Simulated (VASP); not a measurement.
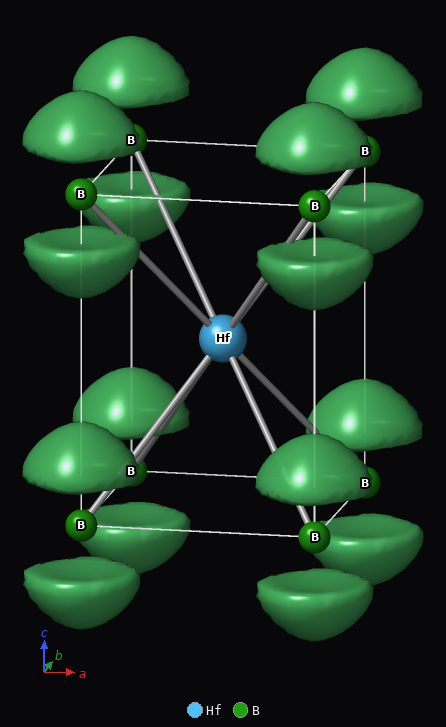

HfB. Isosurface of the electron localisation function at 0.75 (green), seen slightly off an axis. Only the valence region is drawn (cores and ρ < 0.01 e/Å³ removed). Sticks mark near contacts.

Space group P4/mmm; computed pressure about −6 GPa in this cell.

Computed with Kohn-Sham DFT of a periodic cell, PBE, VASP PAW PBE potentials, recommended (VASP 6.6.1).

In a PAW calculation such maps are meaningful between the atoms, not at the nuclei.

### What do the ELF domains correspond to?

At this value the surface marks out two regions wrapped around B (the valence shell of each), counted in one cell of 2 atoms. Regions shared between cells count once. Profiles from the grid: Hf–Hf (2.70 Å): the ELF is about 0.35 at the midpoint. Hf–B (2.72 Å): the ELF peaks at about 0.75 in the valence shell of B, 0.8 Å from its nucleus, and is about 0.25 at the midpoint.
